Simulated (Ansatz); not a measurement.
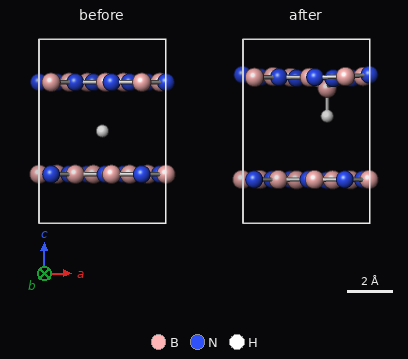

The structure of a defect cell of composition B$_{14}$HN$_{14}$ (cell charge −1) before (left) and after (right) a relaxation, at one scale.

Style: ball-and-stick. Shown: the cell of the calculation (origin shifted), along the b axis.

Case: H interstitial, charge -1, atoms relaxed.

The calculation used DFT PBE, scalar-relativistic, plane waves, PAW in Ansatz 0.2.0.

Input
```yaml
crystal:
  lattice:
    - [6.2804528854, -2.1756126984, 0.0]
    - [-5.0243623083, -4.3512253968, 0.0]
    - [0.0, 0.0, -8.3431560662]
  atoms:
    - { symbol: B, position: [0.0952380952, 0.619047619, 0.75] }
    - { symbol: B, position: [0.380952381, 0.4761904762, 0.75] }
    - { symbol: B, position: [0.9523809524, 0.1904761905, 0.75] }
    - { symbol: B, position: [0.6666666667, 0.3333333333, 0.75] }
    - { symbol: B, position: [0.2380952381, 0.0476190476, 0.75] }
    - { symbol: B, position: [0.8095238095, 0.7619047619, 0.75] }
    - { symbol: B, position: [0.5238095238, 0.9047619048, 0.75] }
    - { symbol: B, position: [0.3333333333, 0.6666666667, 0.25] }
    - { symbol: B, position: [0.619047619, 0.5238095238, 0.25] }
    - { symbol: B, position: [0.1904761905, 0.2380952381, 0.25] }
    - { symbol: B, position: [0.9047619048, 0.380952381, 0.25] }
    - { symbol: B, position: [0.4761904762, 0.0952380952, 0.25] }
    - { symbol: B, position: [0.0476190476, 0.8095238095, 0.25] }
    - { symbol: B, position: [0.7619047619, 0.9523809524, 0.25] }
    - { symbol: "N", position: [0.0952380952, 0.619047619, 0.25] }
    - { symbol: "N", position: [0.380952381, 0.4761904762, 0.25] }
    - { symbol: "N", position: [0.9523809524, 0.1904761905, 0.25] }
    - { symbol: "N", position: [0.6666666667, 0.3333333333, 0.25] }
    - { symbol: "N", position: [0.2380952381, 0.0476190476, 0.25] }
    - { symbol: "N", position: [0.8095238095, 0.7619047619, 0.25] }
    - { symbol: "N", position: [0.5238095238, 0.9047619048, 0.25] }
    - { symbol: "N", position: [0.3333333333, 0.6666666667, 0.75] }
    - { symbol: "N", position: [0.619047619, 0.5238095238, 0.75] }
    - { symbol: "N", position: [0.1904761905, 0.2380952381, 0.75] }
    - { symbol: "N", position: [0.9047619048, 0.380952381, 0.75] }
    - { symbol: "N", position: [0.4761904762, 0.0952380952, 0.75] }
    - { symbol: "N", position: [0.0476190476, 0.8095238095, 0.75] }
    - { symbol: "N", position: [0.7619047619, 0.9523809524, 0.75] }
    - { symbol: H, position: [0.0233620209, 0.0262596585, -0.0155162297] }
total_charge: -1
basis:
  ecutwfc: 420
  xc_grid: 2
kpoints:
  mp_grid: { grid: [2, 2, 2], shift: [0.0, 0.0, 0.0] }
hamiltonian:
  xc: pbe
scf:
  occupations: { method: gaussian, width: 0.02 }
output:
  forces: true
  stress: false
  eigenvalues: true
  write_density: true
  write_potential: true
  elf: true
  volumetric_format: npy
relax:
  adjacent_minimum: "off"
  f_tol: 0.02
  max_steps: 60
```

Command:
```bash
ansatz run input.yaml --threads 4 --pin off --max-ram 10240MiB --backend cpu --events-out ev --progress --plain --runs-dir out
```

Question: Summarise the run.

Answer: Over 16 geometry steps the energy falls by 1.949 eV per cell of the calculation. The largest force component goes from 1.2 to 0.01 eV/Å. H29 moves most: 1.41 Å roughly along [2 3 1]. By element the largest moves are H 1.41 Å, N 0.34 Å, B 0.28 Å. The lattice vectors keep their values. Among the contacts that change: B10–H29 2.561 → 1.264 Å, B10–N16 1.450 → 1.540 Å, B11–N17 1.450 → 1.428 Å, B11–N15 1.450 → 1.461 Å. New bonds form, among them: B10–H29 (2.56 → 1.26 Å). Among the angles between lasting bonds that change: N16–B10–N17 120.0° → 111.5°. The run took 62 s on 4 threads of Arm Neoverse V2, on a shared host, peak memory 0.97 GiB.

Limits of the set-up: the periodic images lie only 6.6 Å apart, so the values are limited by the cell's size; the cell is charged, on a uniform background, and energies carry no finite-size correction.
